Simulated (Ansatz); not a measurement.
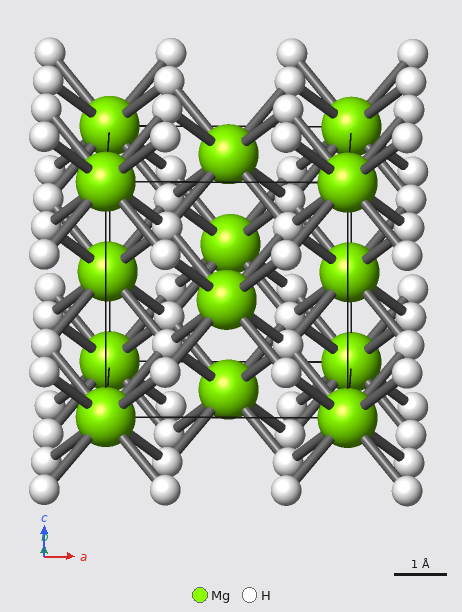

This is solid MgH$_{2}$ (set up in Fm-3m). The picture is a ball-and-stick view of the conventional cell (4 times the calculation's cell), seen from a free direction. Lengths and directions refer to the drawn axes.

All numbers below come from DFT r2SCAN, scalar-relativistic, plane waves, PAW (Ansatz 0.2.0). Set-up: plane-wave cutoff 500 eV; k-point mesh 16 × 16 × 16; occupations gaussian; smearing width 0.1 eV; no spin polarisation.

Change: All lengths are scaled by +2.0 % (volume +6.0 %), the atoms keeping their fractional coordinates. No relaxation follows.

The input:
```yaml
crystal:
  lattice:
    - [0.0, 2.4097414059, 2.4097414059]
    - [2.4097414059, 0.0, 2.4097414059]
    - [2.4097414059, 2.4097414059, 0.0]
  atoms:
    - { symbol: Mg, position: [0.0, 0.0, 0.0] }
    - { symbol: H, position: [0.75, 0.75, 0.75] }
    - { symbol: H, position: [0.25, 0.25, 0.25] }
basis:
  ecutwfc: 500
kpoints:
  mp_grid: { grid: [16, 16, 16] }
hamiltonian:
  xc: r2scan
scf:
  occupations: { method: gaussian, width: 0.1 }
output:
  forces: true
  stress: true
  eigenvalues: true
```

What does the calculation give for the changed structure?

Some distances before and after: H–Mg 2.047 → 2.087 Å. The space group stays Fm-3m (No. 225). Energy change: +5.7 meV per atom. The pressure goes from 0.0 to −3.3 GPa. All forces vanish by symmetry. It is metallic before and after.

Drawn alike, the variant:

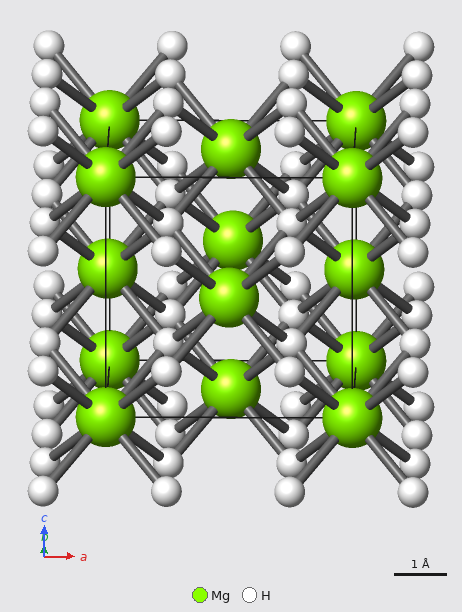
